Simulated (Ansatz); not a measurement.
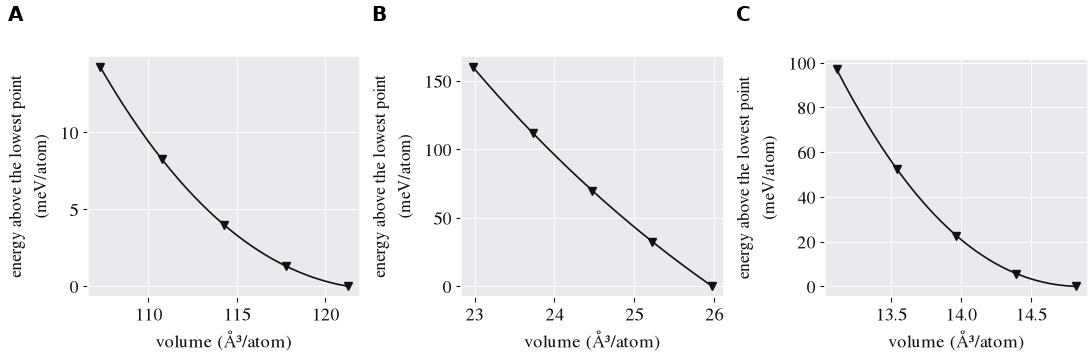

Each panel shows the energy above the lowest point against volume for one of these solids: Cs, Im-3m (No. 229); Eu, Fm-3m (No. 225); EuO, Fm-3m (No. 225).

Computed with Ansatz 0.2.0 development build: equation of state of a cubic crystal from periodic Kohn-Sham density functional theory without spin; pressure corrected for the finite basis. Level: r2SCAN.

**Which panel belongs to which solid?**

A is Cs (energy above the lowest point from 0.0 meV/atom to 14.2 meV/atom); B is Eu (energy above the lowest point from 0 meV/atom to 160 meV/atom); C is EuO (energy above the lowest point from 0.0 meV/atom to 97.0 meV/atom).

For Cs, limits of the calculation: pseudopotentials made with PBE, not this functional; the volumes run don't bracket the minimum of the energy, so any equilibrium value is extrapolated.

For Eu, limits of the calculation: cubic model structure, not the ambient form; modest k-mesh, values are not fully converged in k; open f shell treated without spin; open f shell, state may not be the lowest; pseudopotentials made with PBE, not this functional; the volumes run don't bracket the minimum of the energy, so any equilibrium value is extrapolated.

For EuO, limits of the calculation: open f shell treated without spin; open f shell, state may not be the lowest; pseudopotentials made with PBE, not this functional; the volumes run don't bracket the minimum of the energy, so any equilibrium value is extrapolated.
